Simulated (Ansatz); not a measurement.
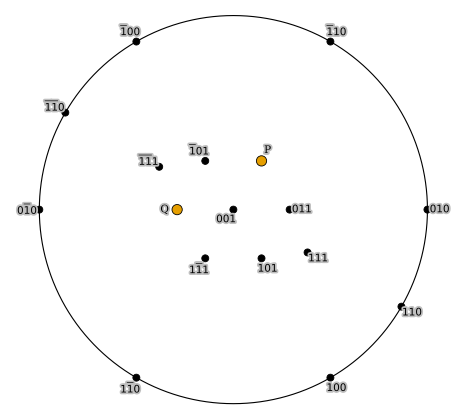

For Mo, the end point of a relaxation with DFT PBEsol, scalar-relativistic, plane waves, PAW in Ansatz; the starting structure was generated, so it need not be a known form of this composition: stereographic projection of plane normals (upper hemisphere) centred on (0 0 1). All values are computed from the atomic coordinates in the standard setting (tolerance 0.002 Å).

a = 4.621 Å, b = 4.621 Å, c = 2.533 Å, α = 90.00°, β = 90.00°, γ = 120.00°.

> Index the poles marked P, Q.

P is (−1 1 1), in four indices (−1 1 0 1), 32.3° from the centre; Q is (0 −1 1), in four indices (0 −1 1 1), 32.3° from the centre.

> What is the angle between the normals of (0 0 1) and (1 0 1), and what are their d_hkl = 1/|g|?

32.3°; d = 2.533 Å and 2.140 Å.
